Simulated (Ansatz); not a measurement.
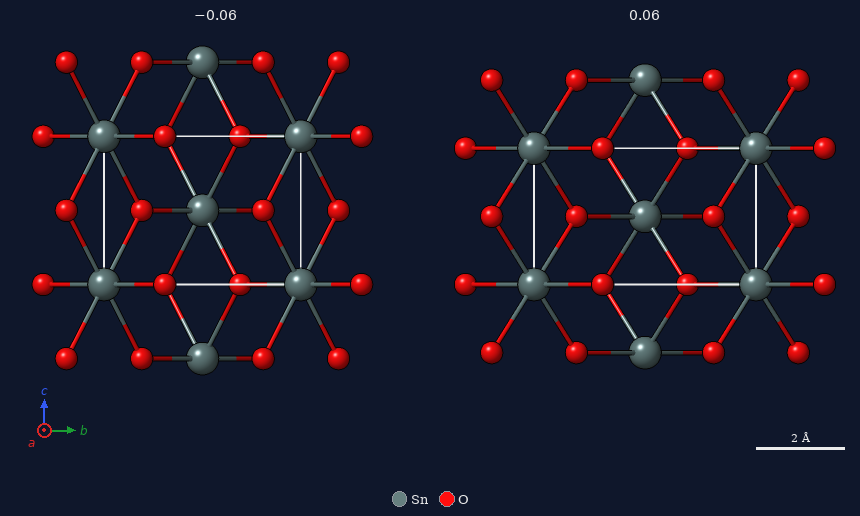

Crystalline SnO2 (set up in P4_2/mnm), under biaxial strain in the a–b plane (c and atoms relaxed), with energies (extrapolated to zero smearing) counted from the relaxed crystal, which is the row at zero. The picture shows the first and the last member. Style: ball-and-stick. Shown: the cell of the calculation, along the a axis.

Computed with Ansatz 0.2.0: DFT r2SCAN, scalar-relativistic, plane waves, PAW. Set-up: plane-wave cutoff 500 eV; k-point mesh 6 × 6 × 8; occupations gaussian; smearing width 0.02 eV; no spin polarisation; force threshold 0.008 eV/Å.

```tsv
strain	energy (meV/atom)	a (Å)	c (Å)	band gap (eV)
−0.06	97.13	4.474	3.369	2.41
−0.04	41.95	4.570	3.305	2.20
−0.02	10.15	4.665	3.249	1.98
0.0	0.00	4.760	3.201	1.77
0.02	?	?	?	?
0.04	35.29	4.950	3.126	1.42
0.06	74.60	5.046	3.097	1.32
```

Estimate the missing row from the others, and compare with the calculation.

A parabola through three neighbouring rows (0.0, 0.04, 0.06) gives, with Lagrange weights, (0.3333)(0.00) + (1.0000)(35.29) + (−0.3333)(74.60) = 10.43 meV/atom. The calculation gives 9.31 meV/atom (a = 4.855 Å, c = 3.160 Å). The estimate is 1.12 meV/atom too high. For the gap a parabola through the rows 0.0, 0.04, 0.06 gives 1.57 eV, and the calculation 1.58 eV (semilocal gaps, lower than measured ones as a rule). From the first member to the last: O–Sn 1.954 → 2.205 Å, O–Sn 2.074 → 2.063 Å.

The whole series:

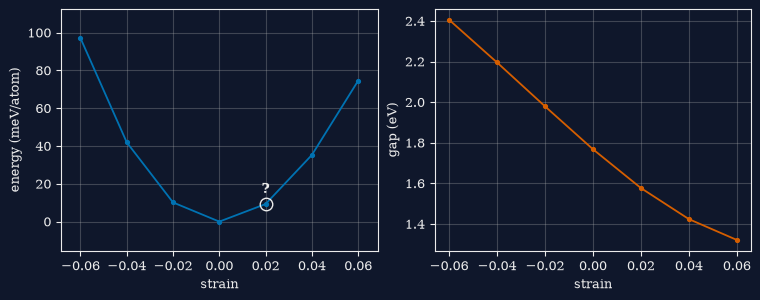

Each member starts from this one structure; whether another phase lies lower wasn't checked.
